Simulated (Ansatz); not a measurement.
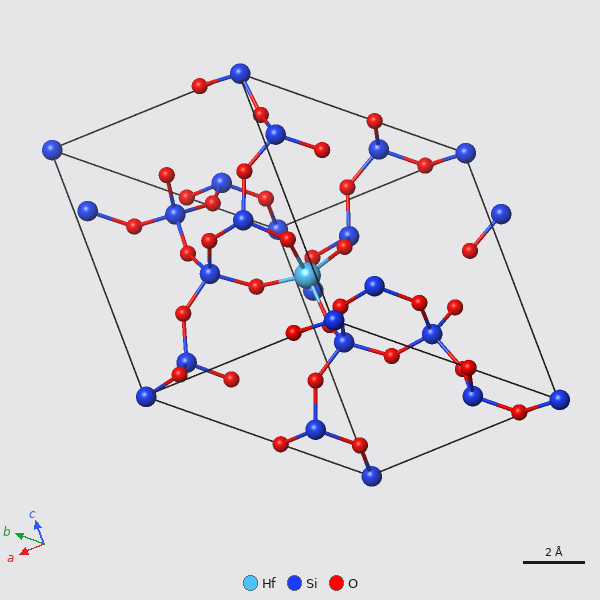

Ball-and-stick drawing of the structure, looking from a general direction. Lines trace the edges of the supercell. The host is SiO$_{2}$, in a cell of 36 sites, and the cell carries a charge of +1.

### What kind of defect was put in?

Hafnium on a silicon site (a substitutional impurity). It is bonded to four O in a distorted tetrahedral arrangement at about 1.9 Å.

Level of theory and settings: Ansatz 0.2.0, DFT PBE, scalar-relativistic, plane waves, PAW, 420 eV cutoff, a 2×2×2 k-point grid, Gaussian smearing of 0.01 eV, collinear spins.

### Is the defect spin-polarised?

Yes, 1.0 μB in the cell.

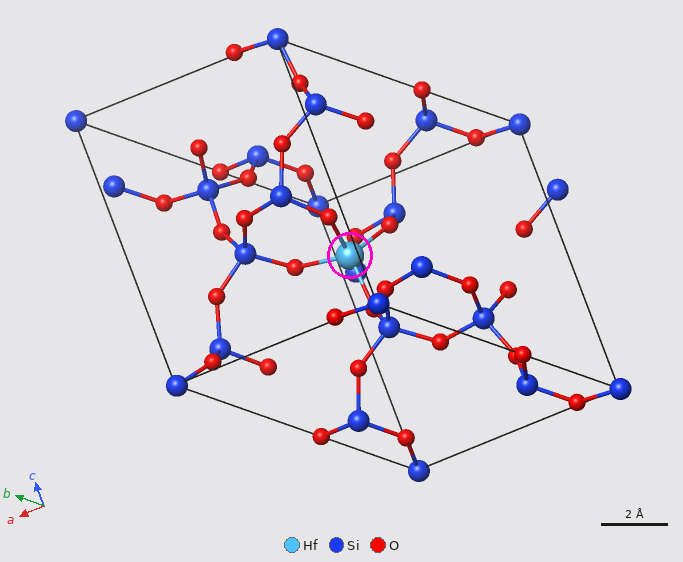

The same cell with a ring at the defect's site.

The atoms were relaxed in the host's cell with DFT PBE, scalar-relativistic, plane waves, PAW in Ansatz.
